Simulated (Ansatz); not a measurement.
System: Ni₁₂O (slab).

The calculation's input:

```
crystal:
  lattice:
    - [4.9764658027, 0.0, 0.0]
    - [0.0, 4.9764658027, 0.0]
    - [0.0, 0.0, 20.4094403098]
  atoms:
    - { symbol: Ni, position: [0.25, 0.25, 0.195987736], spin: 0.85 }
    - { symbol: Ni, position: [0.25, 0.75, 0.195987736], spin: 0.85 }
    - { symbol: Ni, position: [0.75, 0.25, 0.195987736], spin: 0.85 }
    - { symbol: Ni, position: [0.75, 0.75, 0.195987736], spin: 0.85 }
    - { symbol: Ni, position: [0.0, 0.0, 0.2795145679], spin: 0.76 }
    - { symbol: Ni, position: [0.0, 0.5, 0.2795145679], spin: 0.76 }
    - { symbol: Ni, position: [0.5, 0.0, 0.2795145679], spin: 0.76 }
    - { symbol: Ni, position: [0.5, 0.5, 0.2795145679], spin: 0.76 }
    - { symbol: Ni, position: [0.25, 0.25, 0.3630398579], spin: 0.85 }
    - { symbol: Ni, position: [0.25, 0.75, 0.3630398579], spin: 0.85 }
    - { symbol: Ni, position: [0.75, 0.25, 0.3630398579], spin: 0.85 }
    - { symbol: Ni, position: [0.75, 0.75, 0.3630398579], spin: 0.85 }
    - { symbol: O, position: [0.3333333333, 0.3333333333, 0.4419249216], spin: 2.0 }
basis:
  ecutwfc: 420
kpoints:
  mp_grid: { grid: [6, 6, 1] }
hamiltonian:
  xc: pbe
  pseudopotentials: { kind: paw, azcp: { folder: soft_1 } }
scf:
  occupations: { method: gaussian, width: 0.1 }
output:
  forces: true
  eigenvalues: true
  populations: true
  write_density: true
  write_potential: true
  elf: true
  volumetric_format: npy
magnetization:
  spin_polarized: true
efield:
  axis: 3
  dipole_correction: true
  ramp_width: 0.04
```

Launched as:

```sh
ansatz run input.yaml --threads 8 --pin off --max-ram 22528MiB --backend cpu --events-out ev --progress --plain --runs-dir out
```

A point of a scan over the structure, not its minimum; not relaxed (largest force 1.5 eV/Å); the SCF solution may not be the lowest one; PAW files of the earlier set (soft_1); spin-polarised.

Computed with DFT PBE, scalar-relativistic, plane waves, PAW (Ansatz).

What can the converged valence pseudo-density, electron localisation function and spin density tell about the bonding?

Answer. Ni–O (1.71 Å): the density is about 1.2 e/Å³ at the midpoint; the ELF peaks at about 0.80 in the valence shell of O, 0.5 Å from its nucleus, and is about 0.30 at the midpoint (no localised pair shows between them).
The spin density sits on Ni: +0.7 μB (×12); O: +0.4 μB in one cell of 13 atoms: parallel main moments (a ferromagnetic arrangement) in this solution. The cell of the calculation (13 atoms) carries 8.7 μB of net spin moment.

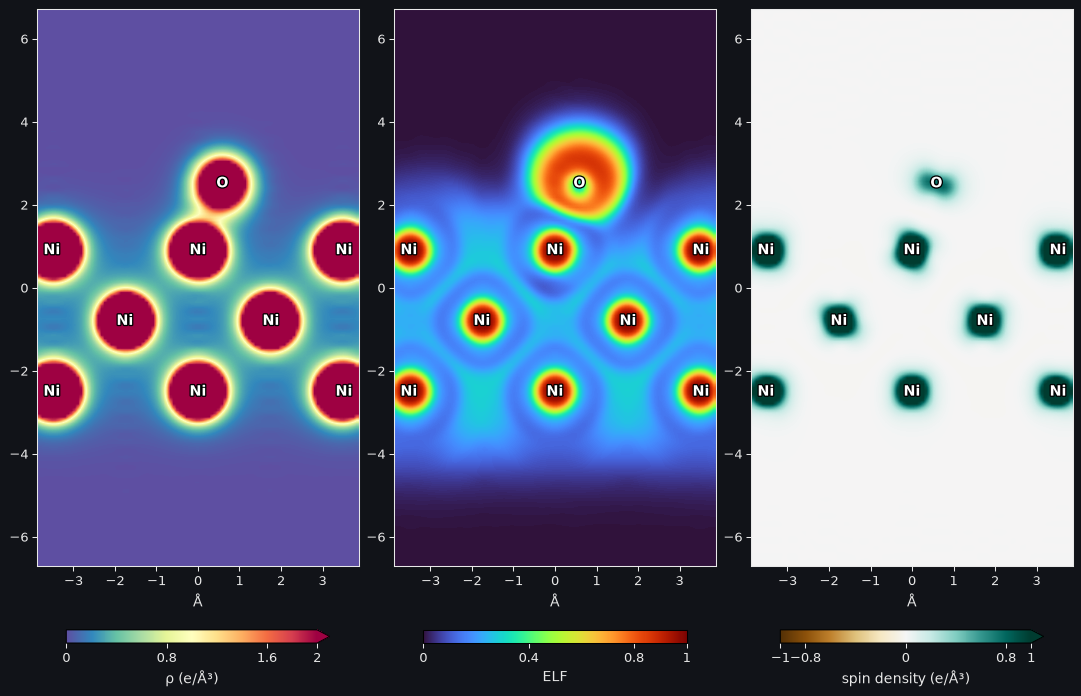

Computed valence pseudo-density, electron localisation function and spin density on the (11̄0) plane of the calculation cell, a cut from vacuum to vacuum, in this order. 

Core electrons are frozen (PAW), and the valence fields are smoothed inside the atomic spheres.
